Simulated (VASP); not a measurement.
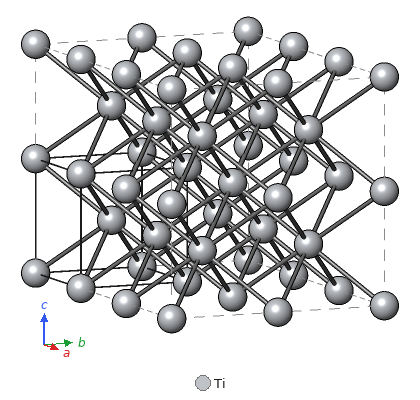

Ti, space group Im-3m (No. 229), a = 3.282 Å, b = 3.282 Å, c = 3.282 Å, α = 90.00°, β = 90.00°, γ = 90.00°. Source: an entry of the Crystallography Open Database, as set up for an electronic-structure calculation. Forms under 0.4 % of the area are left out.

Which faces does the BFDH rule predict for this crystal?

The forms computed, by share of the surface:

| form | faces | d (Å) | share of area (%) |
| --- | --- | --- | --- |
| {110} | 12 | 2.321 | 100.0 |

The crystal is roughly equant (blocky). Widths along a, b and c stand as 1.00 : 1.00 : 1.00.

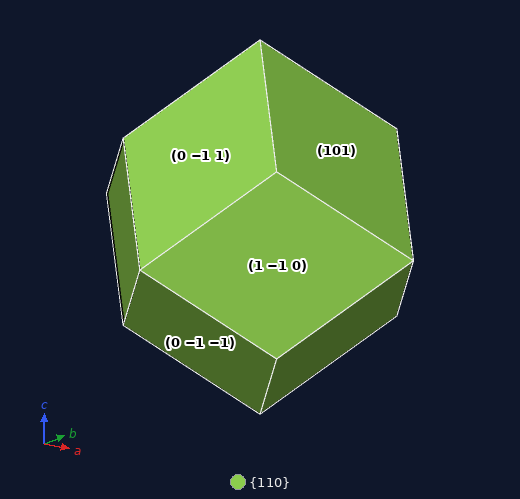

The computed shape, faces indexed. The rule is geometric and ignores bonding and growth conditions.
